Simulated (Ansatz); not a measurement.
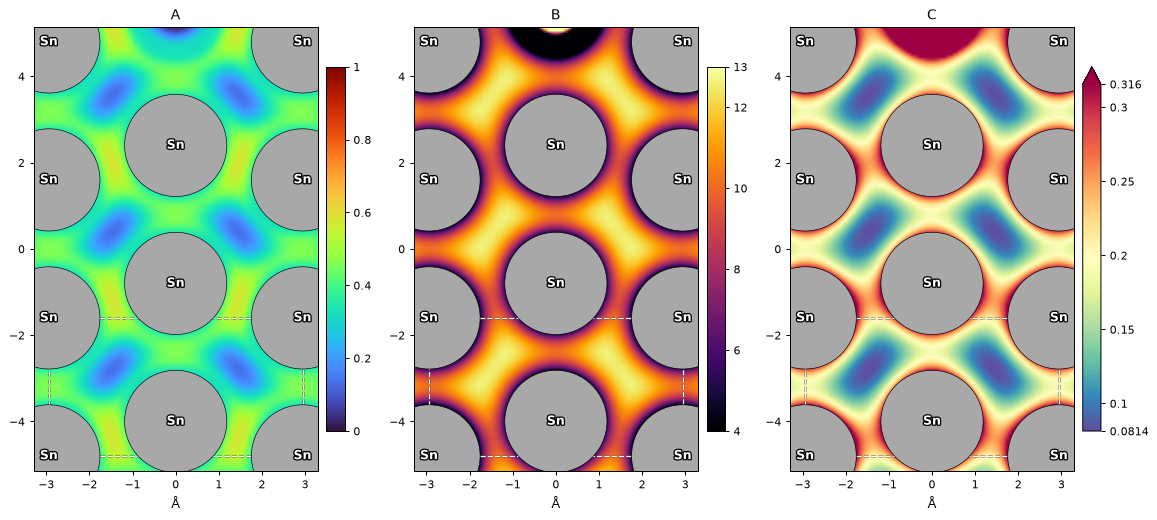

Sn: 3 fields on the (010) plane of the conventional cell, with unlabelled colour scales. Grey discs cover the atomic cores.

Space group I4₁/amd; a structure from a database of computed crystals, not necessarily the ambient phase.

Computed with DFT r2SCAN, scalar-relativistic, plane waves, PAW (Ansatz).

```cif
data_structure
_symmetry_space_group_name_H-M 'P 1'
_symmetry_Int_Tables_number 1
_cell_length_a 5.8803
_cell_length_b 5.8803
_cell_length_c 3.1986
_cell_angle_alpha 90.000
_cell_angle_beta 90.000
_cell_angle_gamma 90.000
_cell_volume 110.60
loop_
_atom_site_label
_atom_site_type_symbol
_atom_site_fract_x
_atom_site_fract_y
_atom_site_fract_z
_atom_site_occupancy
Sn1 Sn 0.00000 0.50000 0.25000 1
Sn2 Sn 0.50000 0.00000 0.75000 1
Sn3 Sn 0.00000 0.00000 0.00000 1
Sn4 Sn 0.50000 0.50000 0.50000 1
```

Question: Match the panels to the quantities (electron localisation function, electrostatic potential energy of an electron and valence pseudo-density).

Answer: Panel A: electron localisation function. Panel B: electrostatic potential energy of an electron (low next to the atoms, rising into the space between them). Panel C: valence pseudo-density. From the grid: Sn–Sn (3.05 Å): ρ is about 0.25 e/Å³ halfway; the ELF reaches about 0.60 near the midpoint. Sn–Sn (3.20 Å): ρ is about 0.19 e/Å³ halfway; the ELF is about 0.45 at the midpoint.
